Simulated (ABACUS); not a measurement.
## Tm: 7 runs along one coordinate

System: Tm (Im-3m, 1 atom in the cell).
Method: Kohn-Sham DFT of a periodic cell, PBE, PseudoDojo NC SR 0.4.1 PBE standard, lanthanides 3+ (f in core), spin-polarised (ABACUS 3.10.1).

The 7 runs differ only in the geometry, by an even scaling of the cell at fixed fractional positions. The structure derives from a Materials Project entry.

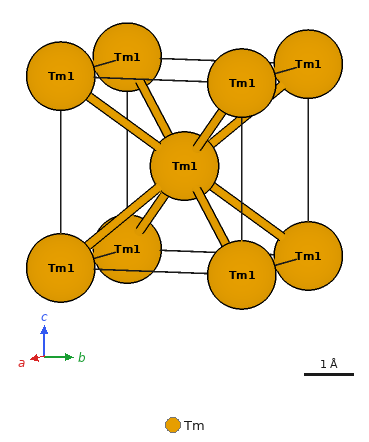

Figure 1. The structure of run 4 (ball-and-stick view of the cell 2 times as large as that of the calculation, set on its symmetry axes, seen slightly off an axis; atoms are numbered from 1 in the order of the input).

## Input of run 4
```
INPUT_PARAMETERS
suffix              Tm
calculation         scf
basis_type          pw
pseudo_dir          ./
symmetry            1
dft_functional      pbe
ecutwfc             50
pseudo_rcut         10
nspin               2
nbands              10
ks_solver           dav
smearing_method     fd
smearing_sigma      0.00367493
scf_thr             1e-08
scf_nmax            100
mixing_type         broyden
mixing_beta         0.4
cal_force           1
cal_stress          1
kpar                4
```

## File STRU of run 4
```
ATOMIC_SPECIES
Tm 168.9342 Tm.upf

LATTICE_CONSTANT
1.8897261246

LATTICE_VECTORS
-1.9705499473 1.9705499473 1.9705499473
1.9705499473 -1.9705499473 1.9705499473
1.9705499473 1.9705499473 -1.9705499473

ATOMIC_POSITIONS
Direct

Tm
0.0
1
0.0000000000 0.0000000000 0.0000000000 1 1 1 mag 0
```

## File KPT of run 4
```
K_POINTS
0
Gamma
10 10 10 0 0 0
```

Command:
```bash
OMP_NUM_THREADS=1 mpirun -np 4 abacus > log
```

Lattice vectors (Å) and fractional positions of run 4:
```
  -1.970550    1.970550    1.970550
   1.970550   -1.970550    1.970550
   1.970550    1.970550   -1.970550
Tm  0.000000  0.000000  0.000000
```

Run 5 differs from it as follows:
```diff
--1.9705499473 1.9705499473 1.9705499473
-1.9705499473 -1.9705499473 1.9705499473
-1.9705499473 1.9705499473 -1.9705499473
+-1.9836003273 1.9836003273 1.9836003273
+1.9836003273 -1.9836003273 1.9836003273
+1.9836003273 1.9836003273 -1.9836003273
```

## Results, with one run withheld

```tsv
run	volume per atom (Å³)	free energy per atom, from the lowest run given (meV)	pressure (GPa)
1	28.771	10.41	1.94
2	29.383	3.32	0.93
3	29.995	0.00	−0.01
4	30.607	0.22	−0.88
5	31.219	?	?
6	31.831	10.04	−2.43
7	32.444	19.20	−3.11
```

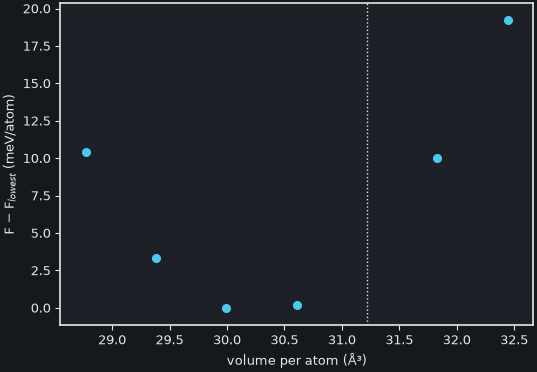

Figure 2. Free energy per atom of the runs given; the dotted line marks run 5.

Fit the runs given and predict run 5.

A cubic polynomial in V^(−2/3) (the Birch–Murnaghan form), fitted to the 6 runs given, misses them by at most 0.01 meV per atom. With x = V^(−2/3) − 0.10253 Å⁻², it reads F = −0.14048 − 781.73 x + 8.8134e+05 x² − 4.0787e+06 x³ (meV per atom). At run 5 it gives 3.64 meV per atom, and the run itself gives 3.59. The slope of the fit gives a pressure −dF/dV of −1.30 GPa there, and the run prints −1.69 GPa. The two needn't agree exactly: the fit is approximate, and the printed stress is taken on a finite basis. The fit has its minimum at 30.262 Å³ per atom, where V d²F/dV² gives 43.7 GPa: the bulk modulus at this level, since symmetry fixes the shape and the positions.

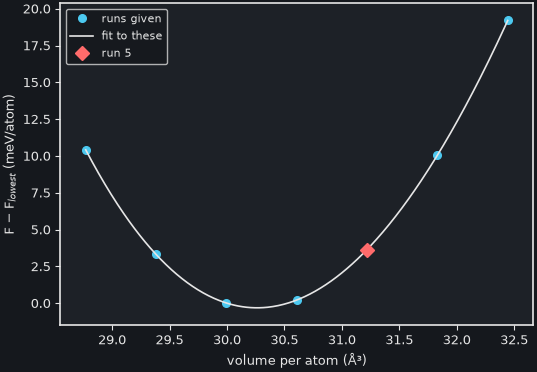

Figure 3. The fit and the withheld run.

## Some lines of the output (run 5)
```
[...]
 E_Fermi        0.7263777641         9.8828764917
 E_Fermi        0.7268168652         9.8888507694
 E_Fermi        0.7269761638         9.8910181385
 E_Fermi        0.7269596244         9.8907931079
 E_Fermi        0.7270131444         9.8915212847
 E_Fermi        0.7270935675         9.8926154966
 E_Fermi        0.7271143109         9.8928977252
 E_Fermi        0.7271226671         9.8930114177
 E_KS(sigma->0) -91.7082857864       -1247.7552405078
 E_Fermi        0.7271304231         9.8931169440
 final etot is -1247.7653276 eV
 EFERMI = 9.893116944 eV
 TOTAL-PRESSURE: -16.880447 KBAR
 !FINAL_ETOT_IS -1247.7653275563302486 eV
```

Notes: Points of doubt noted for this run: f electrons in core.
